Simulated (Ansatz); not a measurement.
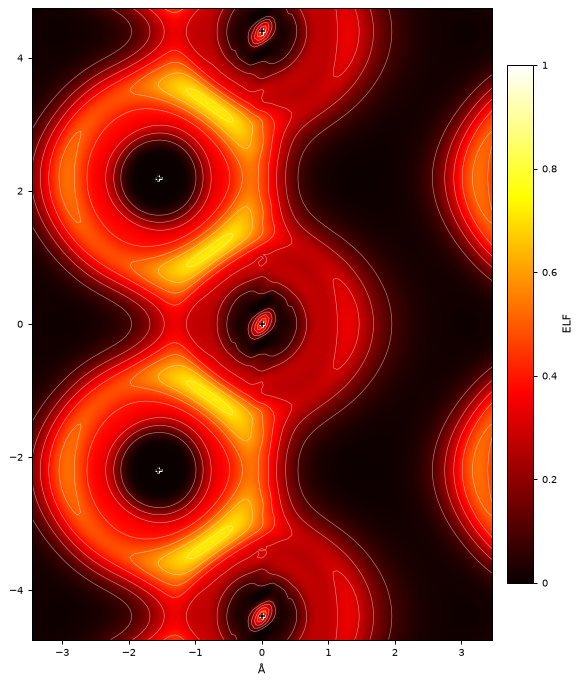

The ELF on a plane through atoms (crosses mark nuclei in the plane).

Level of theory: DFT PBE, scalar-relativistic, plane waves, PAW (Ansatz 0.2.0).

Candidates:
A. GaSb, a = 6.21 Å, b = 6.21 Å, c = 6.21 Å, α = 90.00°, β = 90.00°, γ = 90.00°. Space group F-43m.
B. Si (slab), a = 3.85 Å, b = 3.85 Å, c = 25.35 Å, α = 90.00°, β = 90.00°, γ = 120.00°. Not relaxed (largest force 0.7 eV/Å).

Which candidate gave the map?

Candidate A: GaSb on the (110) plane of the conventional cell, which holds Ga and Sb. Ga–Sb (2.69 Å): the ELF peaks at about 0.70 between the atoms.
